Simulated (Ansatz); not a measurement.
## Single-point calculation of MnSb (part 1 of 2)

MnSb (P6₃/mmc, 4 atoms in the cell), computed with DFT, PBEsol, PAW with Ansatz's default frozen-core files, scalar-relativistic, spin-polarised (Ansatz 0.2.0).

The structure derives from an entry of the Crystallography Open Database. Its volume is 1.18 times that of the source entry. It belongs to a series of runs on one base structure; here: volume scaled by 1.18, start moments a quarter as large, PAW files. Figures and captions count atoms from 1; the log counts them from 0 in places.

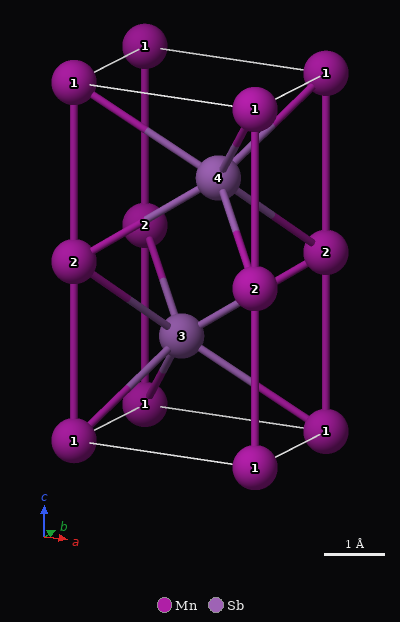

Fig. 1: The input geometry (ball-and-stick view of the cell of the calculation, seen slightly off an axis; atoms are numbered from 1 in the order of the input). An atom can appear more than once, as a periodic image. Near neighbours in the periodic cell (some may lie outside the picture): Mn has 2 Mn at 3.05 Å and 6 Sb at 2.96 Å; Sb has 6 Mn at 2.96 Å.

Input file:
```yaml
crystal:
  lattice:
    - [4.3853954918, 0.0, 0.0]
    - [-2.1926977459, 3.7978639016, 0.0]
    - [0.0, 0.0, 6.1078520344]
  atoms:
    - { symbol: Mn, position: [0.0, 0.0, 0.0], spin: 1.0 }
    - { symbol: Mn, position: [0.0, 0.0, 0.5], spin: 1.0 }
    - { symbol: Sb, position: [0.3333333333, 0.6666666667, 0.25] }
    - { symbol: Sb, position: [0.6666666667, 0.3333333333, 0.75] }
magnetization:
  spin_polarized: true
kpoints:
  mp_grid: { grid: [9, 9, 6] }
scf:
  occupations: { method: fermi_dirac, width: 0.1 }
  lower_state_search: "off"
hamiltonian:
  xc: pbesol
  pseudopotentials: { kind: paw }
output:
  forces: true
  stress: true
  eigenvalues: true
  write_density: true
  write_potential: true
  elf: true
  volumetric_format: npy
```

Machine: 2 threads of Intel Xeon (Sapphire Rapids), 32 GiB of memory available, shared host.

Run as:
```bash
ansatz run input.yaml --threads 2 --pin off --max-ram 6144MiB --backend cpu --events-out ev --progress --plain --runs-dir out
```

Output:
```
Engine: ansatz 0.2.0, x86_64-unknown-linux-gnu
Pseudopotentials: kind: paw
Pseudopotential: Mn, paw, valence charge 15, recommended cutoff 420 eV (normal), Mn.paw.azcp
Pseudopotential: Sb, paw, valence charge 15, recommended cutoff 420 eV (normal), Sb.paw.azcp
Functional definition: PBEsol
  exchange = pbesol_x
  correlation = pbesol_c
Crystal: 4 atoms, lattice volume = 101.727 Å³
Basis set: ecut = 420 eV, 1983 PW (Γ), exchange–correlation on 60×60×90 points (8 copies of the dense FFT grid, shifted against one another)
Bands: 38, of which v1, the nominal top of the filled ones, is band 30 counted from 1 (29 counted from 0)
Symmetry: 24 space group operations
Space group: P63/mmc (ITA 194), of the structure as read, at distance tolerance 4.7e-5 Å
Magnetic group: BNS 194.263 (UNI 1493), of the structure as read, at distance tolerance 4.7e-5 Å
k-points: 48 of 486
Non-local potential: Mn, projectors of the file, l = 0: 3, l = 1: 2, l = 2: 3, l = 3: 1
Non-local potential: Sb, projectors of the file, l = 0: 2, l = 1: 2, l = 2: 2, l = 3: 2
PAW form: soft (Blöchl's): semilocal exchange-correlation on the pseudo side does not see the compensation charge
PAW frozen core: Mn, regenerated for the run's functional, and the local potential with it (the file was generated under x = pbe(κ = 0.804, μ = 0.2195149727645171), c = pbe(β = 0.06672455060314922))
PAW frozen core: Sb, regenerated for the run's functional, and the local potential with it (the file was generated under x = pbe(κ = 0.804, μ = 0.2195149727645171), c = pbe(β = 0.06672455060314922))
PAW one-centre angular grid: Mn, 590 points (default); XC on 64 Gauss nodes
PAW one-centre angular grid: Sb, 590 points (default); XC on 64 Gauss nodes
Initial density: superposition of atomic densities (chi_scale 0.1, normalization cell)
Starting moments: Σ|m| = 2 μB on 2 of 4 sites
Initial wavefunctions: pseudopotential atomic-orbital guess
Functional: x = pbesol(κ = 0.804, μ = 0.12345679012345678), c = pbesol(β = 0.046)
SCF iter   1: F=—  HF=-20551.399888 eV  |F-HF|=—  |Δ(HF+E_count)|=         —  Δρ=9.12e-2 (↑9.12e-2 ↓1.66e-2)  dr2=1.52e1  dr2_m=1.59e0  M=3.332 μB ∫|m|=3.700 μB  β_m=1.00  ethr=3.10e-3  ⟨swp⟩=6.0  Hψ=13623  notcnv=0
preconditioner: auto → Kerker (q_TF=auto, 2.498 Å⁻¹)  [metal: Δε(μ)=0.008 eV  Ē_g=4.650 eV  σ=0.100 eV  W_gap=0.02  n_scr=22 (ndim 8)  ℏωp=18.0 eV  f_vac=0.000  D(μ)=8.87/eV (n_scr^D=108)]
spin=Collinear: Kerker preconditioning applied to the charge; magnetization (m = ρ↑ − ρ↓) channel mixes plain (no charge-response kernel on spin).
SCF iter   2: F=—  HF=-20550.724974 eV  |F-HF|=—  |Δ(HF+E_count)|=   6.75e-1  Δρ=6.65e-2 (↑1.94e-2 ↓6.65e-2)  dr2=2.57e0  dr2_m=1.41e0  M=5.024 μB ∫|m|=5.409 μB  β_m=1.00  ethr=3.10e-3  ⟨swp⟩=3.0  Hψ=7974  notcnv=0  defer=4
SCF iter   3: F=—  HF=-20550.548829 eV  |F-HF|=—  |Δ(HF+E_count)|=   1.76e-1  Δρ=3.12e-2 (↑2.57e-2 ↓3.12e-2)  dr2=3.16e-1  dr2_m=6.93e-1  M=5.955 μB ∫|m|=6.516 μB  β_m=1.00  ethr=3.10e-3  ⟨swp⟩=2.0  Hψ=5683  notcnv=0
SCF iter   4: F=—  HF=-20550.794407 eV  |F-HF|=—  |Δ(HF+E_count)|=   2.46e-1  Δρ=2.23e-2 (↑2.23e-2 ↓1.17e-2)  dr2=1.72e-1  dr2_m=2.59e-1  M=6.448 μB ∫|m|=7.151 μB  β_m=1.00  ethr=5.27e-4  ⟨swp⟩=2.1  Hψ=7111  notcnv=0
SCF iter   5: F=—  HF=-20551.243792 eV  |F-HF|=—  |Δ(HF+E_count)|=   4.49e-1  Δρ=1.27e-2 (↑1.04e-2 ↓1.27e-2)  dr2=3.97e-2  dr2_m=1.18e-1  M=6.807 μB ∫|m|=7.606 μB  β_m=1.00  ethr=2.87e-4  ⟨swp⟩=1.6  Hψ=4818  notcnv=0
SCF iter   6: F=—  HF=-20551.623216 eV  |F-HF|=—  |Δ(HF+E_count)|=   3.79e-1  Δρ=7.94e-3 (↑3.74e-3 ↓7.94e-3)  dr2=2.86e-2  dr2_m=2.19e-2  M=6.952 μB ∫|m|=7.833 μB  β_m=0.30  ethr=6.62e-5  ⟨swp⟩=2.0  Hψ=7617  notcnv=0
Mixer restart at iter 6: flushing history
spin-set hold released at iteration 6 (site moments contracting): the magnetisation degrees of freedom join the quasi-Newton model from the next iteration; the mixer history was flushed
SCF iter   7: F=—  HF=-20551.976899 eV  |F-HF|=—  |Δ(HF+E_count)|=   3.54e-1  Δρ=8.65e-3 (↑8.65e-3 ↓7.08e-3)  dr2=6.97e-3  dr2_m=5.59e-2  M=7.043 μB ∫|m|=7.960 μB  β_m=0.62  ethr=4.77e-5  ⟨swp⟩=2.0  Hψ=7356  notcnv=0
SCF iter   8: F=—  HF=-20552.532748 eV  |F-HF|=—  |Δ(HF+E_count)|=   5.56e-1  Δρ=2.00e-2 (↑7.92e-3 ↓2.00e-2)  dr2=7.98e-1  dr2_m=4.10e-2  M=7.521 μB ∫|m|=8.502 μB  β_m=0.55  ethr=1.16e-5  ⟨swp⟩=2.7  Hψ=8345  notcnv=0
SCF iter   9: F=—  HF=-20552.426324 eV  |F-HF|=—  |Δ(HF+E_count)|=   1.06e-1  Δρ=5.48e-3 (↑5.46e-3 ↓5.48e-3)  dr2=1.10e-2  dr2_m=2.62e-2  M=7.484 μB ∫|m|=8.528 μB  β_m=0.74  ethr=1.16e-5  ⟨swp⟩=2.6  Hψ=8331  notcnv=0
SCF iter  10: F=—  HF=-20552.433860 eV  |F-HF|=—  |Δ(HF+E_count)|=   7.54e-3  Δρ=7.58e-4 (↑7.58e-4 ↓3.97e-4)  dr2=8.61e-4  dr2_m=5.41e-5  M=7.462 μB ∫|m|=8.519 μB  β_m=0.84  ethr=1.16e-5  ⟨swp⟩=2.0  Hψ=7127  notcnv=0
SCF iter  11: F=—  HF=-20552.433848 eV  |F-HF|=—  |Δ(HF+E_count)|=   1.15e-5  Δρ=2.11e-4 (↑1.91e-4 ↓2.11e-4)  dr2=1.25e-4  dr2_m=1.10e-6  M=7.464 μB ∫|m|=8.523 μB  β_m=0.92  ethr=1.43e-6  ⟨swp⟩=1.8  Hψ=4153  notcnv=0
SCF iter  12: F=—  HF=-20552.433835 eV  |F-HF|=—  |Δ(HF+E_count)|=   1.37e-5  Δρ=8.99e-5 (↑8.47e-5 ↓8.99e-5)  dr2=3.48e-5  dr2_m=9.31e-8  M=7.465 μB ∫|m|=8.526 μB  β_m=0.96  ethr=2.08e-7  ⟨swp⟩=2.0  Hψ=5245  notcnv=0
SCF iter  13: F=—  HF=-20552.433827 eV  |F-HF|=—  |Δ(HF+E_count)|=   7.42e-6  Δρ=3.48e-5 (↑3.48e-5 ↓1.88e-5)  dr2=3.17e-6  dr2_m=7.58e-8  M=7.464 μB ∫|m|=8.525 μB  β_m=0.87  ethr=5.79e-8  ⟨swp⟩=1.0  Hψ=3648  notcnv=0
SCF iter  14: F=—  HF=-20552.433827 eV  |F-HF|=—  |Δ(HF+E_count)|=   4.45e-7  Δρ=7.11e-6 (↑3.82e-6 ↓7.11e-6)  dr2=1.13e-7  dr2_m=7.26e-9  M=7.464 μB ∫|m|=8.525 μB  β_m=0.93  ethr=5.29e-9  ⟨swp⟩=2.2  Hψ=5139  notcnv=0
SCF iter  15: F=-20552.433827 eV  HF=-20552.433827 eV  |F-HF|=4.62e-9  |Δ(HF+E_count)|=   4.56e-9  Δρ=1.63e-6 (↑1.63e-6 ↓1.50e-6)  dr2=1.71e-8  dr2_m=5.99e-11  M=7.464 μB ∫|m|=8.525 μB  ethr=1.67e-10  ⟨swp⟩=7.6  Hψ=20089  notcnv=0
SCF 1 converged in 15 iterations: F = -20552.433827 eV  dr2 = 1.71e-8
  greatest PAW one-centre occupation: 1.002 electrons in one spin orbital (limit 2), on the Mn atom at site 1 (counted from 0), in its partial waves of l = 1
```

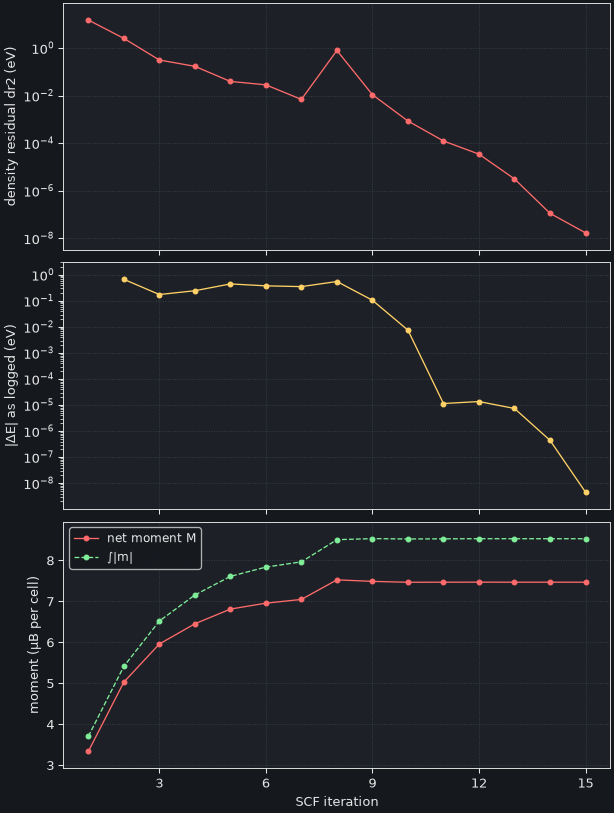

Fig. 2: Convergence of the self-consistent field: density residual dr2, size of the energy change and magnetic moment against the SCF iteration. The residual comes down, with one marked jump up, by a factor of about 100, at step 8. The net moment goes from 3.3 to 7.5 μB per cell.

```
SCF converged after 15 iterations
Magnetization: 7.4639 μB (33.7320 up, 26.2680 down)
Absolute magnetization: 8.5309 μB (∫|ρ↑−ρ↓|, with the PAW one-centre terms)
Spin contamination: 0.4551 ħ² per cell (⟨S²⟩ above its minimum at these occupations)
Per-site moments (μB) at R_I (Å): [(3.8695121838647166, 1.219646121848578), (3.8695121838647206, 1.2196461218485777), (-0.16746132523403826, 1.219646121848578), (-0.16746132523403875, 1.2196461218485777)]
Free energy (F): -20552.433827 eV
Harris-Foulkes:  -20552.433827 eV  (|F-HF|=4.62e-9)
Internal energy: -20552.360782 eV  (E = F + TS)
E sigma→0 (E₀):  -20552.397304 eV
Entropy (-TS):   -0.073045 eV (-18.261 meV/atom)
Fermi energy:    9.467041 eV
--- Per-component energies (eV) ---
  E_band       = -981.632053
  E_kinetic    = 1009.666510
  E_local      = -7969.990423  (includes V_loc(G=0)·N_el)
  E_nonlocal   = 1230.981635
  E_hartree    = 3411.335739
  E_xc         = -492.221482
  E_vxc        = -472.215664  (∫ρ·V_xc dr)
  E_paw        = -11552.126287  (= ΣΔE_a)
  E_vpaw       = -1602.751007  (= ΣTr[D̂ρ^β])
  E_aug_tail   = -0.000024  (compensation charges beyond the density's cutoff)
  E_ewald      = -6191.009465
  E_core_change = 1.003015  (= ΣΔE_core)
  E_smearing   = -0.073045  (= −TS)
  E_closure    = 0.000000  (closes the sum)
  Σ components = -20552.433827   (vs F -20552.433827, Δ=0.00e0)
--- Forces (eV/Å), atoms counted from 1 ---
  atom   1  Mn     0.00000000    -0.00000000     0.00000000
  atom   2  Mn     0.00000000    -0.00000000     0.00000000
  atom   3  Sb     0.00000000     0.00000000     0.00000000
  atom   4  Sb    -0.00000000    -0.00000000     0.00000000
  max |Σ_I F_I| component: 4.63e-18 eV/Å
--- Stress (GPa, compression-positive) ---
      -11.407367       0.000000      -0.000000
        0.000000     -11.407367      -0.000000
       -0.000000      -0.000000     -11.445233
  P = ⅓ Tr σ = -11.4200 GPa (-114.200 kbar)
--- Band table (eV; the first three rows and the last of 96) ---
  k-point 0 ↑: bands = ["-71.6313", "-71.6281", "-40.5445", "-40.5445", "-40.5408", "-40.5408", "-40.4274", "-40.3852", "-19.1157", "-19.1157", "-19.1045", "-19.1045", "-19.1040", "-19.1033", "-19.0944", "-19.0944", "-19.0941", "-19.0941", "-1.1184", "1.1490", "4.6099", "5.8849", "5.8849", "6.2173", "6.5544", "6.5544", "6.7885", "6.7885", "7.2928", "7.2928", "8.3330", "9.7735", "9.7735", "11.0902", "11.0902", "11.5688", "12.0154", "12.0286"]
  k-point 1 ↑: bands = ["-71.6310", "-71.6283", "-40.5443", "-40.5443", "-40.5411", "-40.5411", "-40.4246", "-40.3881", "-19.1151", "-19.1151", "-19.1055", "-19.1055", "-19.1039", "-19.1033", "-19.0942", "-19.0942", "-19.0940", "-19.0940", "-1.0218", "0.8694", "4.9981", "5.9392", "5.9392", "6.2775", "6.5869", "6.5869", "6.7320", "6.7320", "7.1962", "7.1962", "8.2386", "9.9299", "9.9299", "10.6162", "11.0562", "11.0562", "12.2035", "12.6849"]
  k-point 2 ↑: bands = ["-71.6305", "-71.6289", "-40.5436", "-40.5436", "-40.5418", "-40.5418", "-40.4169", "-40.3958", "-19.1133", "-19.1133", "-19.1079", "-19.1079", "-19.1038", "-19.1035", "-19.0938", "-19.0938", "-19.0938", "-19.0938", "-0.7374", "0.2924", "5.8193", "6.0943", "6.0943", "6.4131", "6.5630", "6.5630", "6.6791", "6.6791", "7.0005", "7.0005", "8.0990", "9.3919", "10.2917", "10.2917", "10.9306", "10.9306", "12.6433", "13.1335"]
  k-point 47 ↓: bands = ["-67.5932", "-67.5932", "-36.5487", "-36.5487", "-36.5486", "-36.5486", "-36.4870", "-36.4870", "-19.1444", "-19.1444", "-19.1420", "-19.1420", "-19.1332", "-19.1332", "-19.1241", "-19.1241", "-19.1240", "-19.1240", "0.6679", "0.6679", "5.8241", "5.8241", "5.9235", "5.9235", "8.5603", "8.5603", "10.1868", "10.1868", "10.3807", "10.3807", "10.6352", "10.6352", "10.8958", "10.8958", "12.9019", "12.9019", "14.7899", "14.7899"]
```
